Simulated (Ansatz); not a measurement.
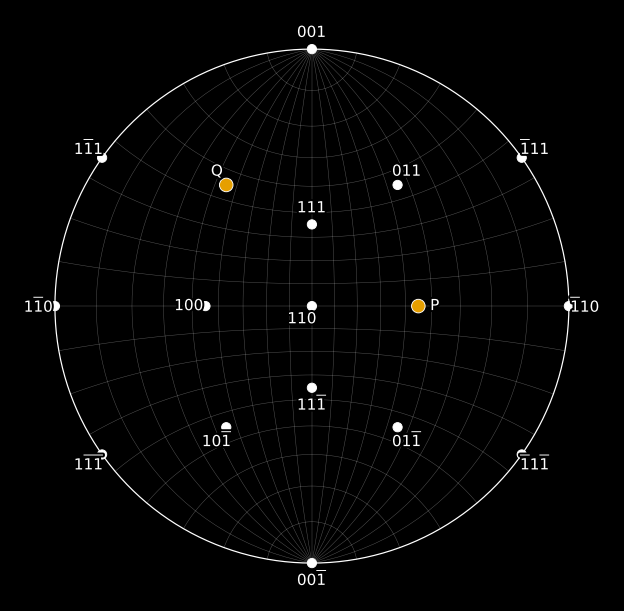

Stereographic projection of plane normals (upper hemisphere) centred on (1 1 0). Crystal: W, a calculation's input that goes back to an entry of the Crystallography Open Database (an earlier step may have relaxed or displaced it). The drawing is computed from the coordinates (standard cell, symmetry found to 0.002 Å).

a = 4.060 Å, b = 4.060 Å, c = 4.060 Å, α = 90.00°, β = 90.00°, γ = 90.00°.

Index the poles marked P, Q.

Answer. P is (0 1 0), 45.0° from the centre; Q is (1 0 1), 60.0° from the centre.

What is the angle between the normals of (−1 1 −1) and (1 1 1), and what are their d_hkl = 1/|g|?

Answer. 109.5°; d = 2.344 Å and 2.344 Å.
